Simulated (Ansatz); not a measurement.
Input file:

```
crystal:
  lattice:
    - [4.6660143501, 0.0, 0.0]
    - [0.0, 4.6660143501, 0.0]
    - [0.0, 0.0, 4.6660143501]
  atoms:
    - { symbol: Cs, position: [0.0, 0.0, 0.0] }
    - { symbol: I, position: [0.5, 0.5, 0.5] }
basis:
  ecutwfc: 500
kpoints:
  mp_grid: { grid: [6, 6, 6] }
hamiltonian:
  xc: r2scan
scf:
  occupations: { method: gaussian, width: 0.02 }
output:
  forces: true
  stress: true
  eigenvalues: true
  write_density: true
  write_potential: true
  elf: true
  volumetric_format: npy
relax:
  adjacent_minimum: "off"
  f_tol: 0.005
  max_steps: 50
  cell: { stress_tol: 0.05 }
```

Launched as:

```sh
ansatz run input.yaml --threads 1 --pin off --max-ram 2560MiB --backend cpu --events-out ev --progress --plain --runs-dir out
```

Below, planes, directions and counts refer to the conventional cell (a = 4.61 Å, b = 4.61 Å, c = 4.61 Å, α = 90.00°, β = 90.00°, γ = 90.00°).

The fields are those of the relaxed geometry.

Space group Pm-3m.

Theory: Ansatz 0.2.0, DFT r2SCAN, scalar-relativistic, plane waves, PAW.

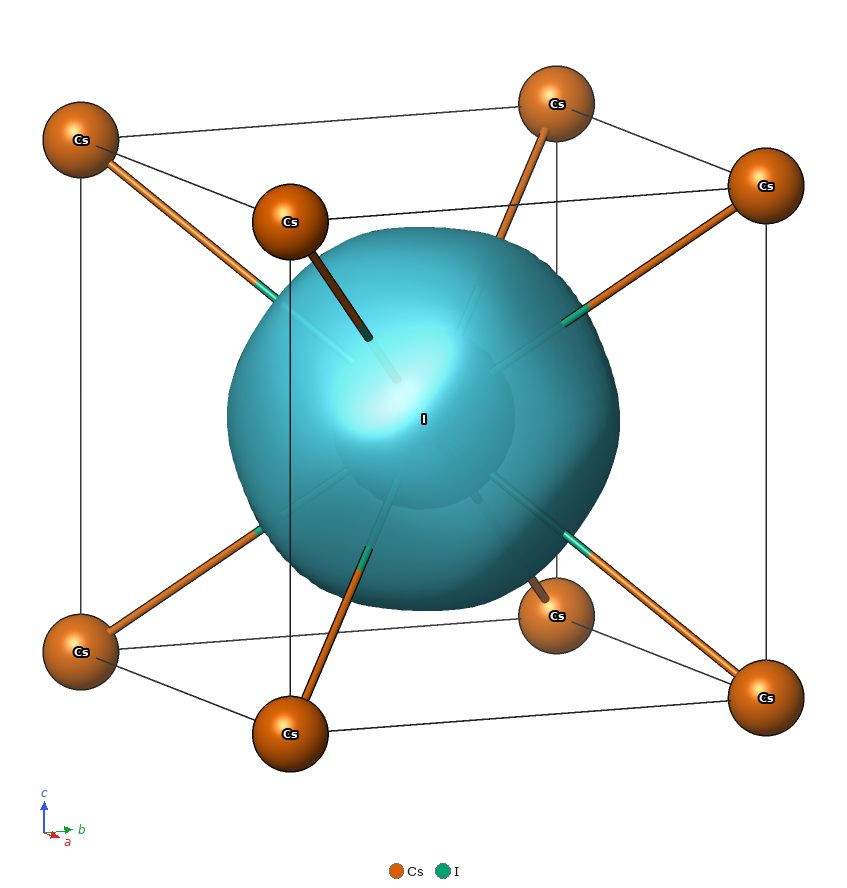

CsI. Isosurface of the electron localisation function at 0.6 (cyan), seen slightly off an axis. Only the valence region is drawn (cores and ρ < 0.01 e/Å³ removed). Sticks mark near contacts.

In a PAW calculation such maps are meaningful between the atoms, not at the nuclei.

> Where are the electrons localised?

The ELF exceeds this value in one region wrapped around I (its valence shell), counted in one cell of 2 atoms. Any copies at cell faces, edges or corners count once.

Values along the shortest contacts:
Cs–I (3.99 Å): the ELF peaks at about 0.80 in the valence shell of I, 1.3 Å from its nucleus, and drops to about 0.05 between the two atoms; an ionic contact with no shared pair.
